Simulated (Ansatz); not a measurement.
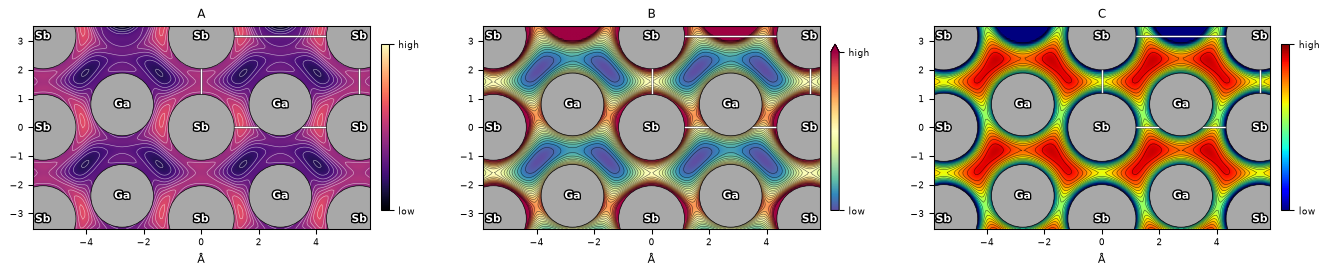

GaSb: 3 fields on the (010) plane of the conventional cell, with unlabelled colour scales. Grey discs cover the atomic cores.

Space group I-4m2; a structure from a database of computed crystals, not necessarily the ambient phase.

Computed with Ansatz 0.2.0, Kohn-Sham DFT of a periodic cell, PBE, Ansatz PAW.

Q: Which field does each panel show? The fields are: electron localisation function, electrostatic potential energy of an electron and valence pseudo-density.

A: Panel A: electron localisation function. Panel B: valence pseudo-density. Panel C: electrostatic potential energy of an electron (low next to the atoms, rising into the space between them). From the grid: Ga–Sb (2.87 Å): ρ is about 0.29 e/Å³ halfway; the ELF peaks at about 0.60 between the atoms. Sb–Sb (3.18 Å): the density is about 0.22 e/Å³ at the midpoint; the ELF is about 0.45 at the midpoint.
